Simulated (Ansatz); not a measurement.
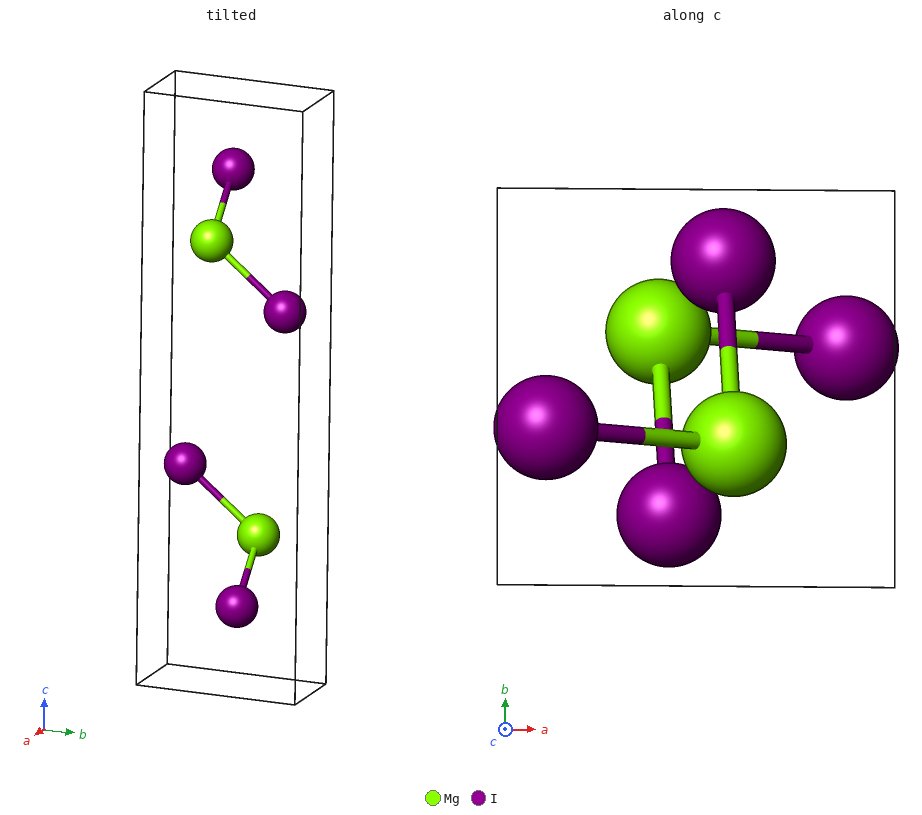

Crystal structure, ball-and-stick style, seen slightly off an axis and along the c axis. Atoms at the boundary of the conventional unit cell (the box) are drawn once for each face, edge or corner they touch.

MgI₂, space group P-1 (No. 2), a = 4.399 Å, b = 4.401 Å, c = 16.112 Å, α = 95.68°, β = 94.03°, γ = 90.02°. It goes back to a structure type filled with these elements by a generator (whether the compound takes this form wasn't checked). Earlier steps of the study may have refined or changed the cell and positions. Ansatz was used for an electronic-structure calculation on it.

This one geometry was computed with Ansatz (DFT, plane waves, PAW) at three levels of theory: HSE06, PBE and PBE with spin-orbit coupling.

**How does the band gap change with the level of theory?**

PBE with spin-orbit coupling: a gap of 3.26 eV, direct; PBE: a gap of 3.34 eV, indirect; HSE06: a gap of 4.36 eV, indirect.

**Collect the results in a table.**

| level | cutoff (eV) | k-mesh of the run's cell | gap (eV) | pressure (GPa) |
| --- | --- | --- | --- | --- |
| HSE06 | 420 | 4×4×1 | 4.36 | -0.4 |
| PBE | 420 | 6×6×2 | 3.34 | 0.0 |
| PBE with spin-orbit coupling | 420 | 6×6×2 | 3.26 | 0.0 |

Gaps are taken on the k-mesh or band path of each run.
